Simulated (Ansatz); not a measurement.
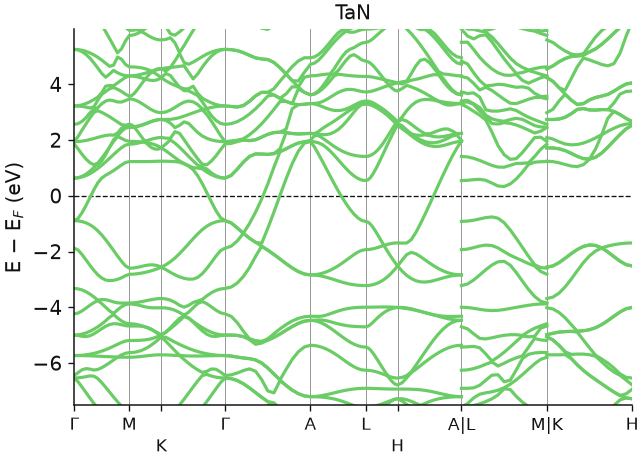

Band structure. Energies are counted from the Fermi level.

**What lattice type does the k path imply?**

A hexagonal (primitive) lattice: the path Γ–M–K–Γ–A–L–H–A|L–M|K–H runs through the special points of its Brillouin zone.

Calculation on TaN, space group P-62m, 6 atoms in the cell; a = 5.196 Å, c = 2.911 Å (hexagonal axes).

Level of theory: PBE, Ansatz PAW, no spin polarisation, no spin-orbit coupling, 6×6×9 k mesh, 420 eV cutoff, Fermi-Dirac smearing of 0.05 eV; code Ansatz 0.2.0.

**Is there a gap at the Fermi level?**

A metal: 2 bands cross the Fermi level along this path.

**Which levels at K lie nearest to the Fermi level?**

At K the nearest levels lie 2.56 eV below and 1.24 eV above the Fermi level.

**On which lines of the path do bands cross the Fermi level?**

Bands cross the Fermi level on Γ–M, K–Γ, Γ–A, A–L and H–A, and not on M–K, L–H, L–M and K–H.

Spin-orbit coupling is left out, which matters for Ta. The cell is at 5 GPa in this functional.
